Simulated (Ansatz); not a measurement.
# Does disorder add resistance in series? Ta(100) layers with 12.5 % Li

Two lengths of the disordered region are known. What area resistance does the third give?

**Method.** Ansatz 0.2.0, plane waves with PAW datasets at their recommended cutoffs (420 eV for most), Fermi-Dirac smearing; ballistic transmission by layer matching. The area resistance is RA = A (h/2e²)(1/T − 1/N), with T the zone-mean transmission per spin and N the lead's channels, both averaged over a few energies near the Fermi level; for magnets each spin is taken apart, with h/e², and the two conduct in parallel. Lateral cell 2x2, PBE, a fresh random draw for each length.

The runs, with one result withheld:

| length (Å) | channels N | RA (fΩ m²) |
| --- | --- | --- |
| 6.61 | 10.21 | 0.488 |
| 13.2 | 10.30 | 0.892 |
| 19.8 | 10.21 | ? |

**Fit on the rows shown.**

Ohm's law makes RA linear in the length: the slope is (0.892 − 0.488)/(13.2 − 6.61) = 0.0611 fΩ m² per Å, or 61 µΩ cm. Then 0.892 + 0.0611 × 6.61. Predicted: 1.30 fΩ m².

Check against the run:

0.973 fΩ m², so the prediction is 33 % too high. The three lengths together give 37 µΩ cm. Single draws scatter; these runs don't part the causes of the miss, and leave the question open.

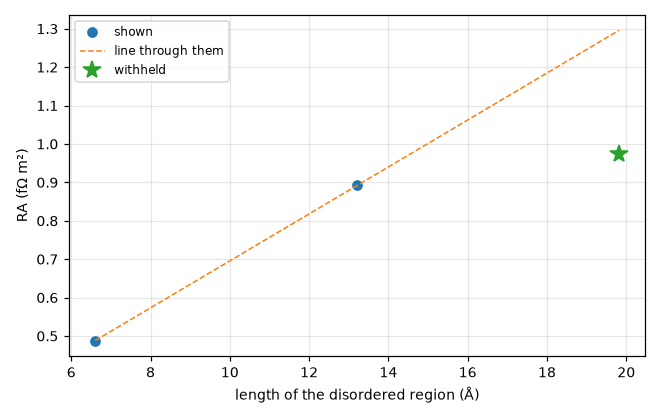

Area resistance against length.

Caveats: The scatterers repeat sideways with the small cell. The slope is a raw one; a model of isotropic scattering puts it 1.02 times the bulk value over these lengths. Atoms sit unrelaxed on the host's lattice, and the pair may not mix at random in practice. Spin-orbit coupling is left out, which matters for Ta.
